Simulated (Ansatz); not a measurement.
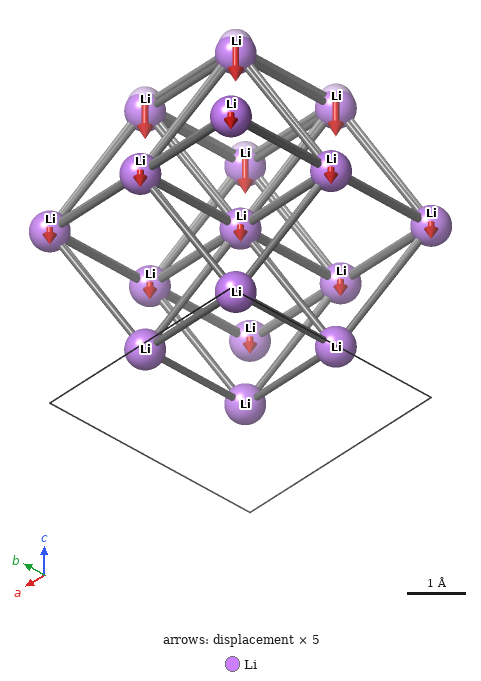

This is a constrained relaxation of a slab of composition Li (cut from the Im-3m phase). The starting structure is drawn faded, the final one solid; red arrows show the displacements, magnified 5 times.

Style: ball-and-stick. Shown: the cell of the calculation, outlined in the plane, without the vacuum, from a free direction.

Case: clean slab, lower planes held. The slab is the (1 1 0) face of Li. 4 atoms are held fixed.

Level of theory: Ansatz, DFT PBE+D3(BJ), scalar-relativistic, plane waves, PAW. (plane-wave cutoff 420 eV; k-point mesh 4 × 4 × 1; occupations gaussian; smearing width 0.1 eV; no spin polarisation; dipole correction; atoms relaxed in a fixed cell; force threshold 0.03 eV/Å; at most 70 steps)

What happened in the run?

Answer. The largest moves, 0.13 Å, are those of Li atoms. The cell stays as it was. Some distances before and after: Li–Li 2.880 → 2.821 Å. The energy falls by 14.1 meV per cell of the calculation in 1 geometry step. Largest force component: 0.057 eV/Å at the start, 0.01 eV/Å at the end.
